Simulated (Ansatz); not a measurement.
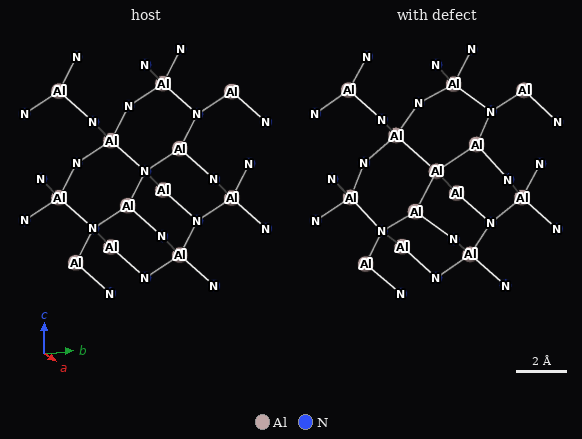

Left: perfect AlN. Right: the same region with one point defect, after relaxing the atoms in a supercell of 64 sites. A ball-and-stick model of the atoms within 5.4 Å of one point, in a slice 3.4 Å thick across the line of sight, seen slightly off an axis.

Theory: DFT, PBEsol, PAW, plane waves in Ansatz. (plane-wave cutoff 420 eV; k-point mesh 1 × 1 × 1; mesh shifted by (0.25, 0.25, 0.25); no spin polarisation) Fermi-Dirac smearing of 0.01 eV. A uniform background neutralises the charged cell. The axes drawn are those of the host's conventional cell.

Question: Which defect is it?

Answer: A nitrogen atom is replaced by aluminium.

The charge state of the cell is −2.

Question: What does the relaxation do around it?

Answer: In the host the N atom has 4 Al at 1.90 Å; the Al atom ends with 4 Al at 2.22 Å. Of the host's atoms, an aluminium atom moves furthest from its site, by 0.33 Å.

Limits of the set-up: the cell is charged, on a uniform background, and energies carry no finite-size correction.
